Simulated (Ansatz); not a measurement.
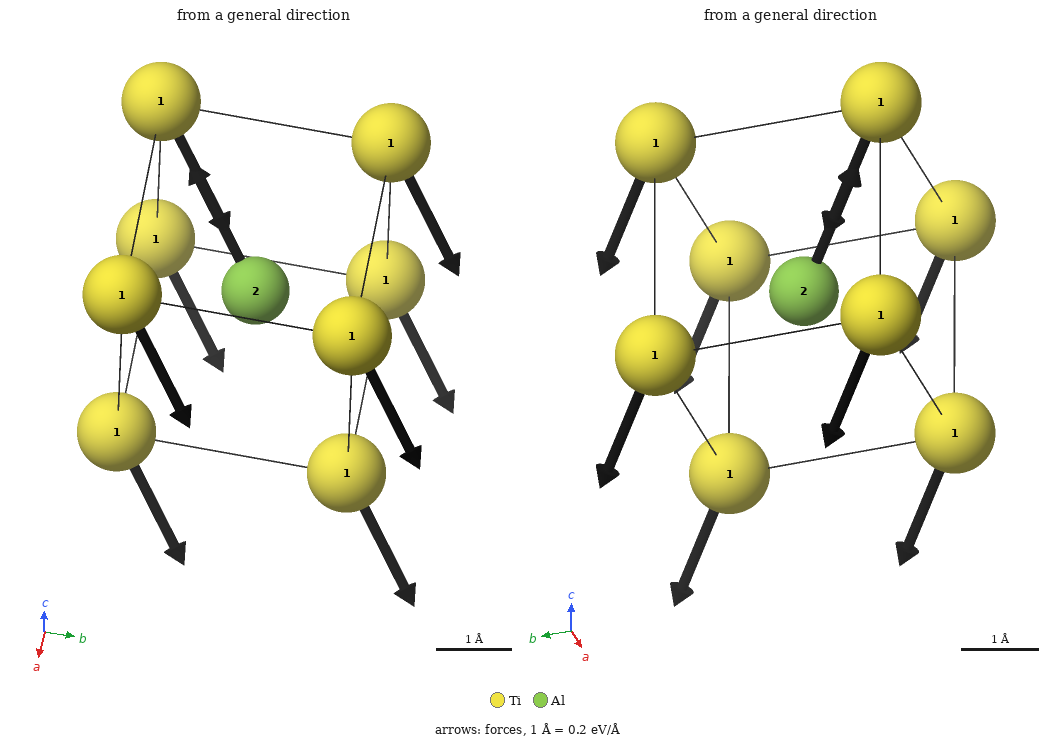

The figure gives a spheres-only picture of the atoms, viewed from two general directions. The parallelepiped is the simulation cell. The arrows are the computed forces on the atoms.

System: TiAl. Level of theory and settings: Ansatz, DFT r2SCAN, scalar-relativistic, plane waves, PAW, wavefunction cutoff 500 eV, k-point mesh 10×10×10, Gaussian smearing of 0.15 eV, no spin polarisation.

Question: Judging by the arrows, is the geometry relaxed?

Answer: No. The atoms still feel forces of up to about 0.3 eV/Å, far above a usual threshold of 0.01 to 0.03 eV/Å.

Question: Name the atom under the greatest force.

Answer: Ti1 and Al2, about 0.3 eV/Å.

Its origin is a structure listed in the Materials Project. The cell was then strained or its atoms displaced on purpose. A calculation with Ansatz used it as input.
